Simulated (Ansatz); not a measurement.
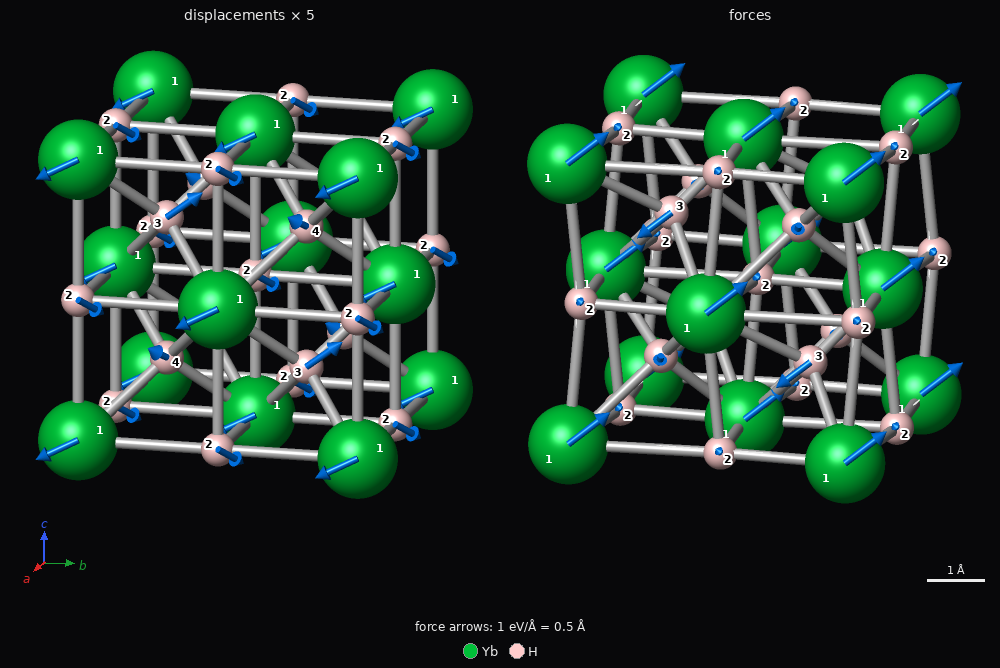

Left: a crystal of YbH3 (built on the BiF3 type), with blue arrows for the displacements applied to it (without the part that the change of the cell carries along). Right: the displaced structure with the computed forces. Besides, the cell is strained by +1.4 % roughly along [3 0 1], −1.1 % along [0 3 1], none along the third axis (volume +0.2 %). The picture is a ball-and-stick view of the conventional cell (4 times the calculation's cell), seen slightly off an axis. Lengths and directions refer to the drawn axes.

The calculation used DFT PBE, scalar-relativistic, plane waves, PAW in Ansatz. Settings: plane-wave cutoff 420 eV; k-point mesh 10 × 10 × 10; occupations gaussian; smearing width 0.05 eV; no spin polarisation.

Q: How do the forces relate to the distortion?

A: Atoms are displaced by up to 0.17 Å (root mean square over those that move 0.15 Å) relative to the cell: H3 0.16 Å along [0 3 2], Yb1 0.17 Å roughly along [1 −3 −2]. No relaxation follows. The energy rises by 72.2 meV per atom. Pressure: 0.0 GPa before, 2.6 GPa after. The principal stresses (compression positive) are 8.5 GPa along [2 −3 −3], 1.3 GPa roughly along [1 1 0], −2.2 GPa along [1 −1 2]. The largest force is 1.9 eV/Å, on Yb1, roughly along [−1 3 2]. The forces mostly point back along the displacements (cosine −0.84). It is metallic before and after. Some distances before and after: H–Yb 2.201 → 1.922 to 2.441 Å, H–Yb 2.541 → 2.308 to 2.731 Å. The space group (tolerance 0.01 Å) goes from Fm-3m (No. 225) to P1 (No. 1).

Limits of the set-up: 4f states are treated without a Hubbard U.
